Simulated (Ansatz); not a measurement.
## Single-point calculation, with input and output: CdTe

The run: single-point calculation of CdTe (F-43m, 32 atoms in the cell). Method and program: DFT PBE, scalar-relativistic, plane waves, PAW, no spin polarisation (Ansatz 0.2.0).

The structure derives from a Materials Project entry. It belongs to a series of runs on one base structure; here: the perfect crystal in a cell of 32 atoms.

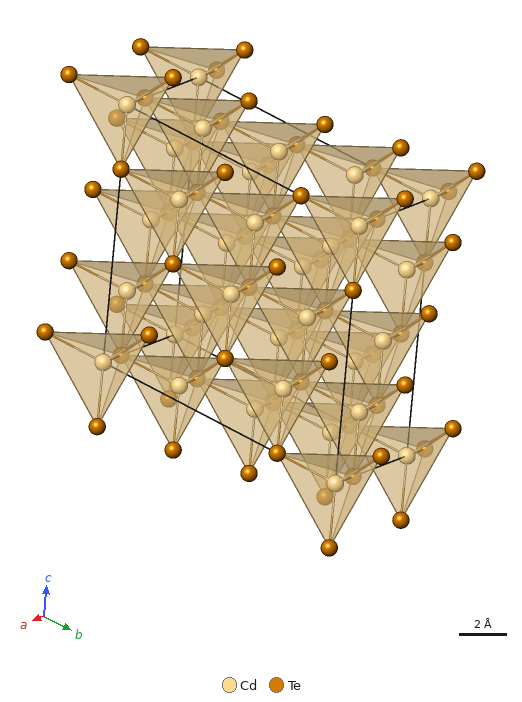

Fig. 1: The input geometry (polyhedral view of the cell of the calculation, seen slightly off an axis; polyhedra are completed across the faces of the cell).

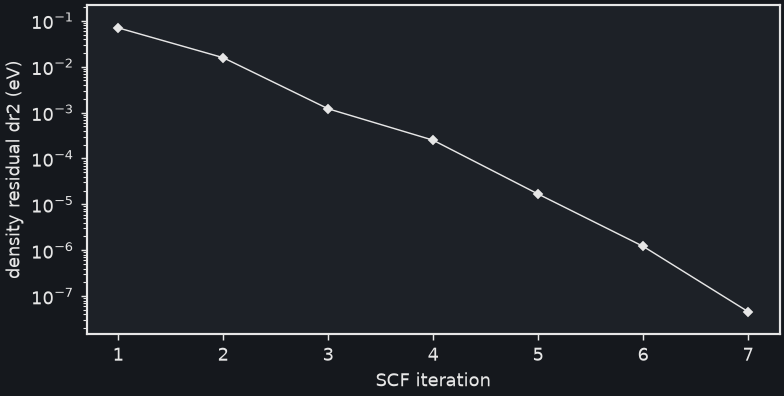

Fig. 2: Convergence of the self-consistent field: density residual dr2 against the SCF iteration. The residual falls at every step.

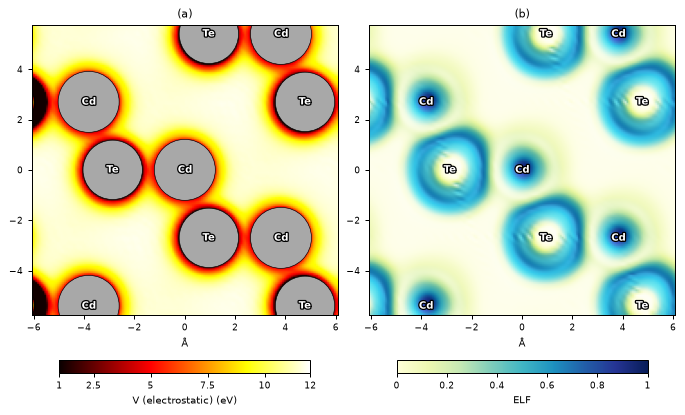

Fig. 3: (a) electrostatic potential energy of an electron; (b) electron localisation function on the (100) plane of the calculation cell. Grey discs, where drawn, cover atomic cores. The plane passes through Cd and Te nuclei. Cd–Te (2.87 Å): the ELF peaks at about 0.70 in the valence shell of Te, 1.2 Å from its nucleus, and drops to about 0.15 between the two atoms. The strong features right at Cd lie inside the PAW spheres (semicore, d or f shells) and say nothing about bonding. Outside the cores the potential energy rises away from the atoms and is highest about 2.9 Å from the nearest atoms; outside the discs it spans about 11 eV, and its zero is arbitrary. Core electrons are frozen (PAW), so the fields are smoothed inside the atomic spheres.

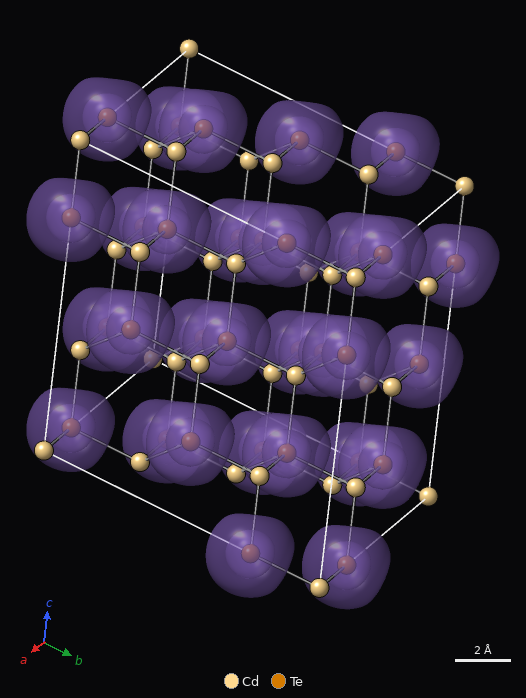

Fig. 4: Isosurface of the ELF at 0.5 (purple), seen slightly off an axis. Only the valence region is drawn (cores and ρ < 0.01 e/Å³ removed). Sticks mark near contacts. The outline is the calculation cell. Along the contacts the grid gives the following. Cd–Te (2.87 Å): the ELF peaks at about 0.70 in the valence shell of Te, 1.3 Å from its nucleus, and drops to about 0.15 between the two atoms.

These pictures come from the run below.

## Input
```yaml
crystal:
  lattice:
    - [-6.6192623122, -6.6192623122, 6.6192623122]
    - [6.6192623122, -6.6192623122, -6.6192623122]
    - [6.6192623122, 6.6192623122, 6.6192623122]
  atoms:
    - { symbol: Cd, position: [0.25, 0.75, 0.0] }
    - { symbol: Cd, position: [0.0, 0.75, 0.25] }
    - { symbol: Cd, position: [0.5, 0.5, 0.0] }
    - { symbol: Cd, position: [0.25, 0.5, 0.25] }
    - { symbol: Cd, position: [0.0, 0.5, 0.5] }
    - { symbol: Cd, position: [0.75, 0.75, 0.5] }
    - { symbol: Cd, position: [0.5, 0.75, 0.75] }
    - { symbol: Cd, position: [0.0, 0.0, 0.0] }
    - { symbol: Cd, position: [0.75, 0.25, 0.0] }
    - { symbol: Cd, position: [0.5, 0.25, 0.25] }
    - { symbol: Cd, position: [0.25, 0.25, 0.5] }
    - { symbol: Cd, position: [0.0, 0.25, 0.75] }
    - { symbol: Cd, position: [0.75, 0.5, 0.75] }
    - { symbol: Cd, position: [0.75, 0.0, 0.25] }
    - { symbol: Cd, position: [0.5, 0.0, 0.5] }
    - { symbol: Cd, position: [0.25, 0.0, 0.75] }
    - { symbol: Te, position: [0.25, 0.75, 0.75] }
    - { symbol: Te, position: [0.0, 0.75, 0.0] }
    - { symbol: Te, position: [0.5, 0.5, 0.75] }
    - { symbol: Te, position: [0.25, 0.5, 0.0] }
    - { symbol: Te, position: [0.0, 0.5, 0.25] }
    - { symbol: Te, position: [0.75, 0.75, 0.25] }
    - { symbol: Te, position: [0.5, 0.75, 0.5] }
    - { symbol: Te, position: [0.0, 0.0, 0.75] }
    - { symbol: Te, position: [0.75, 0.25, 0.75] }
    - { symbol: Te, position: [0.5, 0.25, 0.0] }
    - { symbol: Te, position: [0.25, 0.25, 0.25] }
    - { symbol: Te, position: [0.0, 0.25, 0.5] }
    - { symbol: Te, position: [0.75, 0.5, 0.5] }
    - { symbol: Te, position: [0.75, 0.0, 0.0] }
    - { symbol: Te, position: [0.5, 0.0, 0.25] }
    - { symbol: Te, position: [0.25, 0.0, 0.5] }
basis:
  ecutwfc: 420
  xc_grid: 2
kpoints:
  mp_grid: { grid: [2, 2, 2], shift: [0.5, 0.5, 0.5] }
hamiltonian:
  xc: pbe
scf:
  occupations: { method: gaussian, width: 0.01 }
output:
  forces: true
  stress: true
  eigenvalues: true
  write_density: true
  write_potential: true
  elf: true
  volumetric_format: npy
```

Launch command:
```bash
ansatz run input.yaml --threads 4 --pin off --max-ram 8192MiB --backend cpu --events-out ev --progress --plain --runs-dir out
```

## Output
```
Engine: ansatz 0.2.0, x86_64-unknown-linux-gnu
Pseudopotentials: kind: paw
Pseudopotential: Cd, paw, valence charge 20, recommended cutoff 420 eV (normal), Cd.paw.azcp
Pseudopotential: Te, paw, valence charge 16, recommended cutoff 420 eV (normal), Te.paw.azcp
Functional definition: PBE
  parameter kappa = 0.804
  parameter beta = 0.06672455060314922
  exchange = pbe_x(kappa = kappa, mu = beta*pi^2/3)
  correlation = pbe_c(beta = beta)
Crystal: 32 atoms, lattice volume = 1160.082 Å³
Basis set: ecut = 420 eV, 22663 PW (Γ), exchange–correlation on 160×160×160 points (8 copies of the dense FFT grid, shifted against one another)
Bands: 346, of which v1, the nominal top of the filled ones, is band 288 counted from 1 (287 counted from 0)
Symmetry: 384 space group operations
Space group: F-43m (ITA 216), of the structure as read, at distance tolerance 1.1e-4 Å
k-points: 2 of 8 (time reversal used)
Non-local potential: Cd, projectors of the file, l = 0: 3, l = 1: 2, l = 2: 2, l = 3: 1
Non-local potential: Te, projectors of the file, l = 0: 2, l = 1: 2, l = 2: 2, l = 3: 2
PAW form: soft (Blöchl's): semilocal exchange-correlation on the pseudo side does not see the compensation charge
PAW one-centre angular grid: Cd, 590 points (default); XC on 64 Gauss nodes
PAW one-centre angular grid: Te, 590 points (default); XC on 64 Gauss nodes
Initial density: superposition of atomic densities (neutral atoms: chi_scale 0, normalization atom), corrected by the library's trained network
Initial wavefunctions: pseudopotential atomic-orbital guess
Functional: x = pbe(κ = 0.804, μ = 0.2195149727645171), c = pbe(β = 0.06672455060314922)
SCF iter   1: F=—  HF=-243765.464561 eV  |F-HF|=—  |Δ(HF+E_count)|=         —  Δρ=1.52e-3  dr2=7.01e-2  ethr=1.77e-3  ⟨swp⟩=6.0  Hψ=2459  notcnv=0  defer=36
preconditioner: auto → Resta (q_TF=auto, 2.428 Å⁻¹)  ε∞=3.9  [insulator: Δε(μ)=2.159 eV  Ē_g=10.919 eV  σ=0.010 eV  W_gap=1.00  n_scr=320 (ndim 8)  ℏωp=18.5 eV  f_vac=0.208  D(μ)=0.00/eV (n_scr^D=0)  ε∞_Penn≈3.9]
SCF iter   2: F=—  HF=-243765.455649 eV  |F-HF|=—  |Δ(HF+E_count)|=   8.91e-3  Δρ=7.76e-4  dr2=1.57e-2  ethr=1.22e-5  ⟨swp⟩=3.0  Hψ=1100  notcnv=0  defer=107
SCF iter   3: F=—  HF=-243765.454646 eV  |F-HF|=—  |Δ(HF+E_count)|=   1.00e-3  Δρ=3.13e-4  dr2=1.21e-3  ethr=2.72e-6  ⟨swp⟩=2.0  Hψ=882  notcnv=0  defer=107
SCF iter   4: F=—  HF=-243765.455100 eV  |F-HF|=—  |Δ(HF+E_count)|=   4.53e-4  Δρ=1.05e-4  dr2=2.50e-4  ethr=2.11e-7  ⟨swp⟩=2.0  Hψ=853  notcnv=0  defer=107
SCF iter   5: F=—  HF=-243765.455384 eV  |F-HF|=—  |Δ(HF+E_count)|=   2.84e-4  Δρ=2.83e-5  dr2=1.68e-5  ethr=4.34e-8  ⟨swp⟩=2.0  Hψ=873  notcnv=0  defer=107
SCF iter   6: F=—  HF=-243765.456157 eV  |F-HF|=—  |Δ(HF+E_count)|=   7.73e-4  Δρ=1.07e-5  dr2=1.22e-6  ethr=2.92e-9  ⟨swp⟩=2.0  Hψ=873  notcnv=0  defer=107
SCF iter   7: F=-243765.456160 eV  HF=-243765.456160 eV  |F-HF|=8.92e-8  |Δ(HF+E_count)|=   3.32e-6  Δρ=1.99e-6  dr2=4.60e-8  ethr=1.74e-11  ⟨swp⟩=15.0  Hψ=5690  notcnv=0
SCF 1 converged in 7 iterations: F = -243765.456160 eV  dr2 = 4.60e-8
  greatest PAW one-centre occupation: 1.000 electrons in one spin orbital (limit 2), on the Cd atom at site 15 (counted from 0), in its partial waves of l = 0
SCF converged after 7 iterations
Free energy (F): -243765.456160 eV
Harris-Foulkes:  -243765.456160 eV  (|F-HF|=8.92e-8)
Internal energy: -243765.456160 eV  (E = F + TS)
E sigma→0 (E₀):  -243765.456160 eV
Fermi energy:    7.354989 eV
--- Per-component energies (eV) ---
  E_band       = -13045.179810
  E_kinetic    = 10952.719722
  E_local      = -88905.583217  (includes V_loc(G=0)·N_el)
  E_nonlocal   = -4428.038416
  E_hartree    = 44634.784236
  E_xc         = -4807.341658
  E_vxc        = -5199.759885  (∫ρ·V_xc dr)
  E_paw        = -139936.483649  (= ΣΔE_a)
  E_vpaw       = -14734.098329  (= ΣTr[D̂ρ^β])
  E_aug_tail   = -0.002563  (compensation charges beyond the density's cutoff)
  E_ewald      = -61275.510614
  E_smearing   = -0.000000  (= −TS)
  E_closure    = 0.000000  (closes the sum)
  Σ components = -243765.456160   (vs F -243765.456160, Δ=0.00e0)
--- Forces (eV/Å), atoms counted from 1 ---
  atom   1  Cd    -0.00000000     0.00000000    -0.00000000
  atom   2  Cd    -0.00000000     0.00000000    -0.00000000
  atom   3  Cd    -0.00000000     0.00000000     0.00000000
  atom   4  Cd    -0.00000000     0.00000000     0.00000000
  atom   5  Cd    -0.00000000     0.00000000    -0.00000000
  atom   6  Cd    -0.00000000     0.00000000     0.00000000
  atom   7  Cd    -0.00000000     0.00000000     0.00000000
  atom   8  Cd    -0.00000000     0.00000000     0.00000000
  atom   9  Cd    -0.00000000     0.00000000     0.00000000
  atom  10  Cd     0.00000000     0.00000000    -0.00000000
  atom  11  Cd    -0.00000000     0.00000000     0.00000000
  atom  12  Cd    -0.00000000     0.00000000    -0.00000000
  atom  13  Cd    -0.00000000     0.00000000    -0.00000000
  atom  14  Cd    -0.00000000     0.00000000    -0.00000000
  atom  15  Cd    -0.00000000     0.00000000     0.00000000
  atom  16  Cd     0.00000000     0.00000000     0.00000000
  atom  17  Te    -0.00000000    -0.00000000     0.00000000
  atom  18  Te     0.00000000     0.00000000    -0.00000000
  atom  19  Te    -0.00000000    -0.00000000     0.00000000
  atom  20  Te    -0.00000000     0.00000000    -0.00000000
  atom  21  Te     0.00000000     0.00000000    -0.00000000
  atom  22  Te    -0.00000000     0.00000000     0.00000000
  atom  23  Te    -0.00000000     0.00000000     0.00000000
  atom  24  Te     0.00000000     0.00000000    -0.00000000
  atom  25  Te    -0.00000000     0.00000000     0.00000000
  atom  26  Te    -0.00000000     0.00000000     0.00000000
  atom  27  Te    -0.00000000     0.00000000    -0.00000000
  atom  28  Te     0.00000000     0.00000000    -0.00000000
  atom  29  Te     0.00000000     0.00000000    -0.00000000
  atom  30  Te     0.00000000     0.00000000    -0.00000000
  atom  31  Te    -0.00000000     0.00000000     0.00000000
  atom  32  Te     0.00000000     0.00000000    -0.00000000
  max |Σ_I F_I| component: 8.76e-27 eV/Å
--- Stress (GPa, compression-positive) ---
       -0.008731      -0.000000      -0.000000
       -0.000000      -0.008731       0.000000
       -0.000000      -0.000000      -0.008731
  P = ⅓ Tr σ = -0.0087 GPa (-0.087 kbar)
--- Band table (eV) ---
  k-point 0: bands = ["-95.3803", "-95.3803", "-95.3803", "-95.3803", "-95.3803", "-95.3803", "-95.3803", "-95.3803", "-95.3803", "-95.3803", ... 136 levels left out ..., "-4.0650", "-4.0650", "-3.8451", "-3.8451", "-3.8451", "-3.8451", "-3.8451", "-3.8451", "-3.8451", "-3.8451", "-3.8451", "-3.8451", "-3.8451", "-3.8451", "-1.4541", "-1.4541", "-1.4541", "-1.4541", "-1.4541", "-1.4541", "-1.4541", "-1.4541", "-1.4024", "-1.4024", "-1.4024", "-1.4024", "-1.4024", "-1.4024", "-1.4024",
      "-1.4024", "-1.4024", "-1.4024", "-1.4024", "-1.4024", "-1.3883", "-1.3883", "-1.3883", "-1.3883", "-1.3883", "-1.3883", "-1.3883", "-1.3883", "-1.3883", "-1.3883", "-1.3883", "-1.3883", "-1.3042", "-1.3042", "-1.3042", "-1.3042", "-1.2983", "-1.2983", "-1.2983", "-1.2983", "-1.2983", "-1.2983", "-1.2983", "-1.2983", "-1.2983", "-1.2983", "-1.2983", "-1.2983", "-1.2669", "-1.2669", "-1.2669", "-1.2669", "-1.2669", "-1.2669", "-1.2669",
      "-1.2669", "-1.2533", "-1.2533", "-1.2533", "-1.2533", "-1.2533", "-1.2533", "-1.2533", "-1.2533", "-1.2533", "-1.2533", "-1.2533", "-1.2533", "-0.9147", "-0.9147", "-0.9147", "-0.9147", "-0.9147", "-0.9147", "-0.9147", "-0.9147", "-0.9147", "-0.9147", "-0.9147", "-0.9147", "2.8087", "2.8087", "2.8087", "2.8087", "2.8087", "2.8087", "2.8087", "2.8087", "2.8087", "2.8087", "2.8087", "2.8087", "4.0367", "4.0367", "4.0367",
      "4.0367", "4.7397", "4.7397", "4.7397", "4.7397", "4.7397", "4.7397", "4.7397", "4.7397", "4.7397", "4.7397", "4.7397", "4.7397", "5.3767", "5.3767", "5.3767", "5.3767", "5.3767", "5.3767", "5.3767", "5.3767", "5.3767", "5.3767", "5.3767", "5.3767", "6.2192", "6.2192", "6.2192", "6.2192", "6.2192", "6.2192", "6.2192", "6.2192", "8.4768", "8.4768", "8.4768", "8.4768", "9.5353", "9.5353", "9.5353",
      "9.5353", "9.5353", "9.5353", "9.5353", "9.5353", "9.5353", "9.5353", "9.5353", "9.5353", "11.0337", "11.0337", "11.0337", "11.0337", "11.0337", "11.0337", "11.0337", "11.0337", "11.0337", "11.0337", "11.0337", "11.0337", "11.7617", "11.7617", "11.7617", "11.7617", "11.7617", "11.7617", "11.7617", "11.7617", "11.8429", "11.8429", "11.8429", "11.8429", "12.7368", "12.7368", "12.7368", "12.7368", "12.7368", "12.7368", "12.7368",
      "12.7368", "12.7368", "12.7368", "12.7368", "12.7368", "13.2630", "13.2630", "13.2630", "13.2630", "13.2630", "13.2630"]
  k-point 1: bands = ["-95.3803", "-95.3803", "-95.3803", "-95.3803", "-95.3803", "-95.3803", "-95.3803", "-95.3803", "-95.3803", "-95.3803", ... 136 levels left out ..., "-3.9764", "-3.9764", "-3.9764", "-3.8974", "-3.8974", "-3.8974", "-3.8974", "-3.8542", "-3.8238", "-3.8238", "-3.8238", "-3.8238", "-3.7932", "-3.7932", "-1.4657", "-1.4657", "-1.4395", "-1.4306", "-1.4306", "-1.4306", "-1.4306", "-1.4247", "-1.4247", "-1.4247", "-1.4247", "-1.4237", "-1.4237", "-1.4237", "-1.4237",
      "-1.4207", "-1.4207", "-1.4207", "-1.4207", "-1.3975", "-1.3975", "-1.3975", "-1.3975", "-1.3869", "-1.3869", "-1.3869", "-1.3869", "-1.3705", "-1.3705", "-1.3685", "-1.3685", "-1.3667", "-1.3667", "-1.3391", "-1.3159", "-1.3159", "-1.3014", "-1.3014", "-1.3014", "-1.3014", "-1.2858", "-1.2858", "-1.2858", "-1.2858", "-1.2718", "-1.2657", "-1.2657", "-1.2657", "-1.2657", "-1.2645", "-1.2645", "-1.2645", "-1.2645", "-1.2645", "-1.2645",
      "-1.2645", "-1.2645", "-1.2631", "-1.2584", "-1.2584", "-1.2584", "-1.2584", "-1.2496", "-1.2496", "-1.2451", "-1.1811", "-1.1811", "-1.1811", "-1.1811", "-1.0005", "-0.9932", "-0.9932", "-0.9932", "-0.9932", "-0.8519", "-0.8519", "-0.8519", "-0.8519", "-0.8134", "-0.8134", "2.6467", "2.6467", "2.7754", "2.7754", "2.7754", "2.7754", "2.7969", "2.7969", "2.7969", "2.7969", "3.0208", "3.6843", "3.6843", "3.6843", "3.6843",
      "4.3713", "4.3713", "4.3713", "4.3713", "4.7235", "4.7235", "4.7916", "4.7916", "5.1296", "5.1296", "5.2672", "5.2672", "5.2672", "5.2672", "5.2801", "5.2801", "5.2801", "5.2801", "5.2942", "5.2942", "5.2942", "5.2942", "5.3658", "5.8735", "5.8735", "5.8735", "5.8735", "5.8973", "5.8973", "5.8973", "5.8973", "6.2697", "6.2697", "8.4403", "9.0030", "9.0030", "9.0030", "9.0030", "9.2998", "9.5220",
      "9.5220", "9.5220", "9.5220", "9.6420", "9.8446", "9.8446", "9.9978", "9.9978", "10.1034", "10.1034", "10.1034", "10.1034", "10.6328", "10.6328", "10.6328", "10.6328", "10.6733", "11.5428", "11.5428", "11.5428", "11.5428", "11.6025", "11.6025", "11.6025", "11.6025", "11.7629", "11.7629", "11.9731", "11.9731", "11.9731", "11.9731", "12.0707", "12.0707", "12.0707", "12.0707", "12.1182", "12.1182", "12.1182", "12.1182", "12.7887",
      "12.7887", "12.7887", "12.7887", "13.2024", "13.2024", "13.2024", "13.2024", "13.8792", "13.8792", "13.9824", "13.9824"]
```

## Summary

| quantity | value |
| --- | --- |
| outcome | converged |
| space group (tolerance 0.01 Å) | F-43m (216) |
| electrons treated | 576 |
| free energy | −243765.4562 eV |
| Fermi energy | 7.355 eV |
| gap on the k-point mesh | 2.17 eV |
| pressure | −0.01 GPa |
| largest force (length of the vector) | under 0.001 eV/Å |
| hardware | 4 threads of Intel Xeon @ 2.70GHz, 189 GiB of memory available, shared host |
| wall time | 38 s (CPU time 2.4 min) |
| peak memory | 3.7 GiB |
